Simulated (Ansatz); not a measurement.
**Ga4AsP3: density, localisation and related maps**

Input file:

```
crystal:
  lattice:
    - [1.8665315964, 1.0776425196, 12.1921333333]
    - [-1.8665315964, 1.0776425196, 12.1921333333]
    - [0.0, -2.1552850393, 12.1921333333]
  atoms:
    - { symbol: P, position: [0.0, 0.0, 0.0] }
    - { symbol: P, position: [0.75, 0.75, 0.75] }
    - { symbol: P, position: [0.5, 0.5, 0.5] }
    - { symbol: As, position: [0.25, 0.25, 0.25] }
    - { symbol: Ga, position: [0.6875, 0.6875, 0.6875] }
    - { symbol: Ga, position: [0.4375, 0.4375, 0.4375] }
    - { symbol: Ga, position: [0.1875, 0.1875, 0.1875] }
    - { symbol: Ga, position: [0.9375, 0.9375, 0.9375] }
kpoints:
  mp_grid: { grid: [8, 8, 8] }
hamiltonian:
  xc: pbe
scf:
  occupations: { method: fermi_dirac, width: 0.02 }
relax:
  f_tol: 0.005
  cell: {}
output:
  write_density: true
  write_potential: true
  elf: true
  volumetric_format: npy
```

Run with:

```sh
ansatz run input.yaml --threads 4 --pin off --max-ram 6451MiB --backend cpu --events-out ev --progress --plain --runs-dir out
```

Below, planes, directions and counts refer to the conventional cell (a = 3.93 Å, b = 3.93 Å, c = 38.56 Å, α = 90.00°, β = 90.00°, γ = 120.00°).

The fields are those of the run's last geometry, not of the input's.

Space group R3m; started from the ordered alloy on zincblende lattice prototype, which need not be the ambient phase.

Level of theory: Ansatz, DFT, PBE, plane waves, PAW.

Core electrons are frozen (PAW), and the valence fields are smoothed inside the atomic spheres.

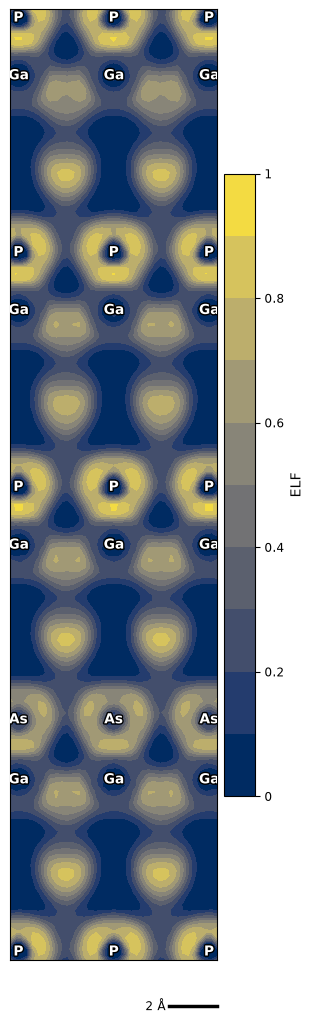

Figure 1. ELF on the (010) plane of the conventional cell.

Q: What do the fields say about this system?

A: The plane passes through P, As and Ga nuclei. Ga–P (2.39 Å): the ELF peaks at about 0.90 in the valence shell of P, 0.8 Å from its nucleus, and is about 0.75 at the midpoint. Ga–As (2.48 Å): the ELF peaks at about 0.80 between the atoms (a covalent bond).

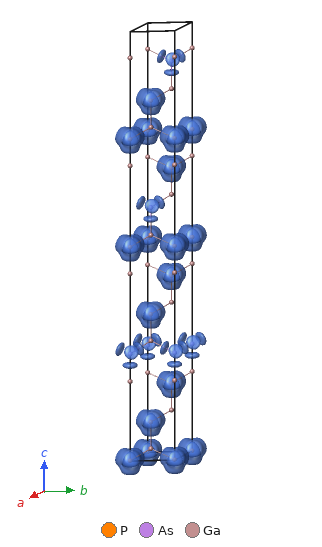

Figure 2. Isosurface of the ELF at 0.7 (blue), seen slightly off an axis. Only the valence region is drawn (cores and ρ < 0.01 e/Å³ removed). Sticks mark near contacts.

Q: Identify the bonds, lone pairs and shells in this picture.

A: The surface consists of twelve regions between bonded As–Ga atoms (shared pairs) and nine regions on P in which the atom's valence shell and bonds are merged, counted in one cell of 24 atoms. Any copies at cell faces, edges or corners count once. Profiles from the grid: Ga–P (2.38 Å): the ELF peaks at about 0.90 in the valence shell of P, 0.7 Å from its nucleus, and is about 0.75 at the midpoint. Ga–As (2.44 Å): the ELF peaks at about 0.80 between the atoms: a shared electron pair.

Q: Does the calculation make it a metal, or give it a gap?

A: It is gapped, with a Kohn–Sham gap of 1.0 eV on the k-point mesh, an upper bound to the gap of this method.
